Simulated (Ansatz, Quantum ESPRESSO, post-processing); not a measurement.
# 1T-CdI2, 1 layer in an electric field, part 6 of 6

Wanted: polarisability and gap of 1T-CdI2, 1 layer against a perpendicular field.

Quantum ESPRESSO 7.5; plane-wave DFT, vdW-DF-cx, GBRV ultrasoft pseudopotentials made under PBE; geometry and cross-check by Ansatz 0.2.0 with PAW datasets.

So far. Step 14 (Valence density): The density integrates to 26.000 electrons, as the 26 of the input ask. Step 19 (Cross-check with Ansatz: field 0.1 V/Å): At 0.1 V/Å Ansatz's dipole is 0.0484 e Å against 0.0487 from pw.x, under another functional.

### 21. Dipole against field, Ansatz

Table of dipole along the normal, dipole moment by applied field:

```
applied field (V/Å)  dipole along the normal, dipole moment (e·Å)
            -0.1000                                       -0.0485
             0.0000                                        1.5e-5
             0.1000                                        0.0484
```

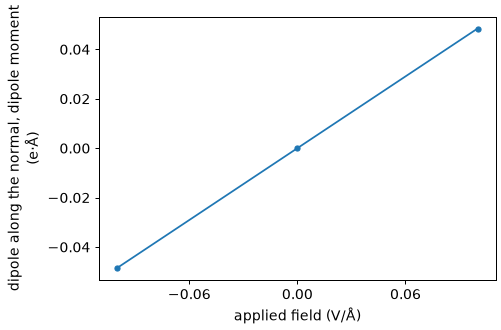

Dipole along the normal, dipole moment against applied field.

### 22. Self-consistent run, with ecutwfc = 26 and ecutrho = 208

How much does a setting matter? One run is repeated with a change.

Level of this step: plane-wave DFT, vdW-DF-cx, GBRV ultrasoft pseudopotentials made under PBE (Quantum ESPRESSO 7.5). input_dft overrides the functional of the files.

Input file f1.w0.in:

```
&control
  prefix = 'f1.w0'
  outdir = './out'
  pseudo_dir = './pseudo'
  calculation = 'scf'
  tprnfor = .true.
  tefield = .true.
  dipfield = .true.
/
&system
  ibrav = 0
  nat = 3
  ntyp = 2
  ecutwfc = 26
  ecutrho = 208
  input_dft = 'vdw-df-cx'
  occupations = 'smearing'
  smearing = 'fd'
  degauss = 0.004
  edir = 3
  emaxpos = 0.97
  eopreg = 0.04
  eamp = 0.00194469
/
&electrons
  conv_thr = 1e-09
  mixing_beta = 0.4
  electron_maxstep = 120
  mixing_mode = 'plain'
/
ATOMIC_SPECIES
  I   126.9045  i_pbe_v1.uspp.F.UPF
  Cd  112.4140  cd_pbe_v1.uspp.F.UPF
CELL_PARAMETERS angstrom
  4.33318549760080 0.00000000000000 0.00000000000000
  -2.16659274880040 3.75264872023261 -0.00000000000000
  0.00000000000000 -0.00000000000000 19.42293265830000
ATOMIC_POSITIONS crystal
  I   0.666666666667 0.333333333333 0.411595321629
  Cd  0.000000000000 -0.000000000000 0.500000256538
  I   0.333333333333 0.666666666667 0.588404421833
K_POINTS automatic
  6 6 1 0 0 0
```

Run with:

```bash
$ OMP_NUM_THREADS=1 mpirun -n 4 pw.x -nk 2 -in f1.w0.in > f1.w0.out
```

The log of the run:

```text
[banner, memory and clock lines left out]
Program PWSCF v.7.5 starts
[citation notice left out]

[...]
bravais-lattice index     =            0
     lattice parameter (alat)  =       8.1885  a.u.
     unit-cell volume          =    2131.3590 (a.u.)^3
     number of atoms/cell      =            3
     number of atomic types    =            2
     number of electrons       =        26.00
     number of Kohn-Sham states=           17
     kinetic-energy cutoff     =      26.0000  Ry
     charge density cutoff     =     208.0000  Ry
     scf convergence threshold =      1.0E-09
     mixing beta               =       0.4000
     number of iterations used =            8  plain     mixing
     Exchange-correlation= VDW-DF-CX
                           (   1   4  27   0   1   0   0)

[...]
PseudoPot. # 1 for I  read from file:
     ./pseudo/i_pbe_v1.uspp.F.UPF
     Pseudo is Ultrasoft + core correction, Zval =  7.0
     Generated by new atomic code, or converted to UPF format
     Using radial grid of  893 points,  6 beta functions with:
                l(1) =   0
                l(2) =   0
                l(3) =   1
                l(4) =   1
                l(5) =   2
                l(6) =   2
     Q(r) pseudized with  8 coefficients,  rinner =    1.500   1.500   1.500
                                                       1.500   1.500

     PseudoPot. # 2 for Cd read from file:
     ./pseudo/cd_pbe_v1.uspp.F.UPF
     Pseudo is Ultrasoft + core correction, Zval = 12.0
     Generated by new atomic code, or converted to UPF format
     Using radial grid of  889 points,  6 beta functions with:
                l(1) =   0
                l(2) =   0
                l(3) =   1
                l(4) =   1
                l(5) =   2
                l(6) =   2
     Q(r) pseudized with  6 coefficients,  rinner =    1.000   1.000   1.000
                                                       1.000   1.000

     atomic species   valence    mass     pseudopotential
     I                 7.00   126.90450     I ( 1.00)
     Cd               12.00   112.41400     Cd( 1.00)

     No symmetry found

[...]
number of k points=    20  Fermi-Dirac smearing, width (Ry)=  0.0040
[...]
Dense  grid:   108055 G-vectors     FFT dimensions: (  40,  40, 180)

     Smooth grid:    38081 G-vectors     FFT dimensions: (  27,  27, 120)

     Check: negative core charge=   -0.000002

     Initial potential from superposition of free atoms

     starting charge      25.4997, renormalised to      26.0000

     negative rho (up, down):  2.129E-02 0.000E+00

     %%%%%%%%%%%%%%%%%%%%%%%%%%%%%%%%%%%%%%%%%%%%%%%%%%%%%%%%%%%%%%%%%%%%%%%%
     %                                                                      %
     % You are using vdW-DF, which was implemented by the Thonhauser group. %
     % possible and the two reviews that describe the various versions:     %
     %                                                                      %
     %                                                                      %
     % If you are calculating stress with vdW-DF, please also cite:         %
     %                                                                      %
     %                                                                      %
     %%%%%%%%%%%%%%%%%%%%%%%%%%%%%%%%%%%%%%%%%%%%%%%%%%%%%%%%%%%%%%%%%%%%%%%%

     %%%%%%%%%%%%%%%%%%%%%%%%%%%%%%%%%%%%%%%%%%%%%%%%%%%%%%%%%%%%%%%%%%%%%%%%
     %                                                                      %
     %  vdW-DF NEWS:                                                        %
     %                                                                      %
     %  * vdW-DF3 is now available. DOI: 10.1021/acs.jctc.0c00471           %
     %    use with input_dft = 'vdW-DF3-opt1' or 'vdW-DF3-opt2'             %
     %                                                                      %
     %  * Unscreened and range-separated hybrid vdW-DF-cx functionals       %
     %    DOI: 10.1063/1.4986522 and 10.1088/1361-648X/ac2ad2               %
     %    use with input_dft = 'vdW-DF-cx0'    and 'vdW-DF-ahcx'            %
     %  * Unscreened and range-separated hybrid vdW-DF2-b86r functionals    %
     %    DOI: 10.1063/1.4986522 and DOI: 10.1103/PhysRevX.12.041003        %
     %    use with input_dft = 'vdW-DF2-br0' and 'vdW-DF2-ahbr'             %
     %                                                                      %
     %%%%%%%%%%%%%%%%%%%%%%%%%%%%%%%%%%%%%%%%%%%%%%%%%%%%%%%%%%%%%%%%%%%%%%%%

     Adding external electric field

     Computed dipole along edir(3) :
        Dipole                0.0000 Ry au,          0.0000 Debye
        Dipole field          0.0000 Ry au,

        E field amplitude [Ha a.u.]:  1.9447E-03
        Potential amp.        0.1370 Ry
        Total length         35.2359 bohr

     Starting wfcs are   17 randomized atomic wfcs

     per-process dynamical memory:    37.3 Mb

     Self-consistent Calculation

     iteration #  1     ecut=    26.00 Ry     beta= 0.40
     Davidson diagonalization with overlap
     ethr =  1.00E-02,  avg # of iterations =  4.4

     Threshold (ethr) on eigenvalues was too large:
     Diagonalizing with lowered threshold

     Davidson diagonalization with overlap
     ethr =  1.22E-04,  avg # of iterations =  7.2

     negative rho (up, down):  2.094E-02 0.000E+00

     Adding external electric field

     Computed dipole along edir(3) :
        Dipole                0.1880 Ry au,          0.4778 Debye
        Dipole field          0.0011 Ry au,

        E field amplitude [Ha a.u.]:  1.9447E-03
        Potential amp.        0.0589 Ry
        Total length         35.2359 bohr

     total energy              =    -245.36099464 Ry
     estimated scf accuracy    <       0.03836617 Ry

     iteration #  2     ecut=    26.00 Ry     beta= 0.40
[...]
negative rho (up, down):  2.099E-02 0.000E+00

[...]
Dipole                0.0009 Ry au,          0.0022 Debye
[...]
E field amplitude [Ha a.u.]:  1.9447E-03
[...]
total energy              =    -245.36565511 Ry
     estimated scf accuracy    <       0.01123726 Ry

     iteration #  3     ecut=    26.00 Ry     beta= 0.40
[...]
negative rho (up, down):  2.100E-02 0.000E+00

[...]
Dipole                0.0962 Ry au,          0.2444 Debye
[...]
E field amplitude [Ha a.u.]:  1.9447E-03
[...]
total energy              =    -245.36776396 Ry
     estimated scf accuracy    <       0.00731081 Ry

     iteration #  4     ecut=    26.00 Ry     beta= 0.40
[...]
negative rho (up, down):  2.110E-02 0.000E+00

[...]
Dipole                0.0935 Ry au,          0.2376 Debye
[...]
E field amplitude [Ha a.u.]:  1.9447E-03
[...]
total energy              =    -245.36879405 Ry
     estimated scf accuracy    <       0.00057115 Ry

     iteration #  5     ecut=    26.00 Ry     beta= 0.40
[...]
negative rho (up, down):  2.108E-02 0.000E+00

[...]
Dipole                0.0925 Ry au,          0.2351 Debye
[...]
E field amplitude [Ha a.u.]:  1.9447E-03
[...]
total energy              =    -245.36884070 Ry
     estimated scf accuracy    <       0.00003285 Ry

     iteration #  6     ecut=    26.00 Ry     beta= 0.40
[...]
negative rho (up, down):  2.105E-02 0.000E+00

[...]
Dipole                0.0917 Ry au,          0.2330 Debye
[...]
E field amplitude [Ha a.u.]:  1.9447E-03
[...]
total energy              =    -245.36886200 Ry
     estimated scf accuracy    <       0.00000263 Ry

     iteration #  7     ecut=    26.00 Ry     beta= 0.40
[...]
negative rho (up, down):  2.103E-02 0.000E+00

[...]
Dipole                0.0918 Ry au,          0.2334 Debye
[...]
E field amplitude [Ha a.u.]:  1.9447E-03
[...]
total energy              =    -245.36886448 Ry
     estimated scf accuracy    <       0.00000050 Ry

     iteration #  8     ecut=    26.00 Ry     beta= 0.40
[...]
negative rho (up, down):  2.103E-02 0.000E+00

[...]
Dipole                0.0920 Ry au,          0.2338 Debye
[...]
E field amplitude [Ha a.u.]:  1.9447E-03
[...]
total energy              =    -245.36886516 Ry
     estimated scf accuracy    <       0.00000004 Ry

     iteration #  9     ecut=    26.00 Ry     beta= 0.40
[...]
negative rho (up, down):  2.102E-02 0.000E+00

[...]
Dipole                0.0919 Ry au,          0.2337 Debye
[...]
E field amplitude [Ha a.u.]:  1.9447E-03
[...]
total energy              =    -245.36886536 Ry
     estimated scf accuracy    <          3.0E-09 Ry

     iteration # 10     ecut=    26.00 Ry     beta= 0.40
[...]
negative rho (up, down):  2.102E-02 0.000E+00

[...]
Dipole                0.0918 Ry au,          0.2335 Debye
[...]
E field amplitude [Ha a.u.]:  1.9447E-03
[...]
End of self-consistent calculation

          k = 0.0000 0.0000 0.0000 (  4823 PWs)   bands (ev):

   -14.7565 -14.2936 -10.3900 -10.3900 -10.2814 -10.2172 -10.2172  -6.0722
    -3.6767  -3.2621  -3.2621  -2.9967  -2.9967  -0.2870   1.5315   1.8210
     2.4602

          k = 0.0000 0.1925 0.0000 (  4809 PWs)   bands (ev):

   -14.6473 -14.2684 -10.3735 -10.3378 -10.2598 -10.2214 -10.2130  -6.0765
    -4.1335  -3.6148  -3.5744  -3.5550  -2.9963   0.1755   1.9388   2.2564
     2.6975

[...]
the Fermi energy is    -1.7690 ev

!    total energy              =    -245.36886568 Ry
     estimated scf accuracy    <          7.8E-10 Ry
     smearing contrib. (-TS)   =      -0.00000000 Ry
     internal energy E=F+TS    =    -245.36886568 Ry

     The total energy is F=E-TS. E is the sum of the following terms:
     one-electron contribution =    -544.90788580 Ry
     hartree contribution      =     282.46285394 Ry
     xc contribution           =    -135.36021242 Ry
     ewald contribution        =     152.43668610 Ry
     electric field correction =      -0.00030750 Ry

     convergence has been achieved in  10 iterations

     negative rho (up, down):  2.102E-02 0.000E+00

     Forces acting on atoms (cartesian axes, Ry/au):

     atom    1 type  1   force =    -0.00000039   -0.00000008    0.00533660
     atom    2 type  2   force =     0.00000089    0.00000033    0.00143243
     atom    3 type  1   force =    -0.00000049   -0.00000025   -0.00676903

     Total force =     0.008738     Total SCF correction =     0.000141

[...]
```

It took 30 s on 4 MPI ranks of Arm Neoverse V2, shared host; peak memory 0.61 GiB; 2 min of CPU time.

The changed values were drawn from a wide range, not chosen for quality; the comparison shows what they did here together.

Beside the run it was changed from:

```
                     quantity   this run  unchanged run  difference
dipole along the normal (e·Å)    0.04861        0.04868     -6.2e-5
             free energy (eV)  -3338.413      -3338.499       0.086
                wall time (s)         30             35            
               SCF iterations         10              8
```

The free energy moves by +29 meV an atom.

This run starts from superposed atoms, the unchanged one from a saved density, so their iteration counts don't compare.

The physical values in this table move by up to 0.13 %.

### 23. By hand

α = Δp/E = (0.04868 − (0.00000)) e Å / 0.1 V/Å = 0.4868 e Å²/V; times e/(4πε₀) = 14.40 V Å this is 7.009 Å³. With A = 16.261 Å², 4πα/A = 5.417 Å.

### 24. Summary of results

| Item | Value |
| --- | --- |
| polarisability along the normal, a cell | 7.01 Å³ |
| sheet polarisability 4πα/A | 5.42 Å |
| dipole without a field | 0 e·Å |
| Kohn-Sham ionisation potential, upper face | 6.51 eV |
| gap along the path at 0 V/Å | 2.44 eV |
| gap along the path at 0.2 V/Å | 2.43 eV |
| gap along the path at -0.2 V/Å | 2.43 eV |

The sheet answers a field with a polarisability of 7.01 Å³ a cell, or 4πα/A = 5.42 Å (vdW-DF-cx, GBRV ultrasoft (made under PBE)). In pw.x the dipole follows the field linearly over the range tried. A perfect conductor 5.42 Å thick would screen alike; the outer atoms lie 3.43 Å apart. At 0.1 V/Å the sheet takes 0.542 eV off the potential drop. At 0.2 V/Å the gap along the path is unchanged within 0.01 eV. Quantum ESPRESSO and Ansatz give 7.010 and 6.977 Å³ for the polarisability (pw.x from 0 and 0.1 V/Å, Ansatz from ±0.1 V/Å, under PBE), which agree. The ions stay at their zero-field places, so this is the electrons' response alone. Semilocal gaps are too small, and in strong fields empty levels can belong to the vacuum. Spin-orbit coupling is left out; depending on the atoms that carry the levels of interest, it can split and shift them by tens to hundreds of meV.

[Logs are printed without paths, hosts, clocks, repeated set-up lines and the standing remarks that a program may print on its own settings, such as how far it seeks lower states.]

[Hosts, paths, dates, database ids (printed as entryN), source tags and the programs' standing remarks are cut or masked in the printed files.]

[Maps of the electrostatic potential energy from Ansatz leave out the sawtooth potential of an applied field or a dipole correction, so their vacuum need not be flat; planar profiles and work functions include it.]
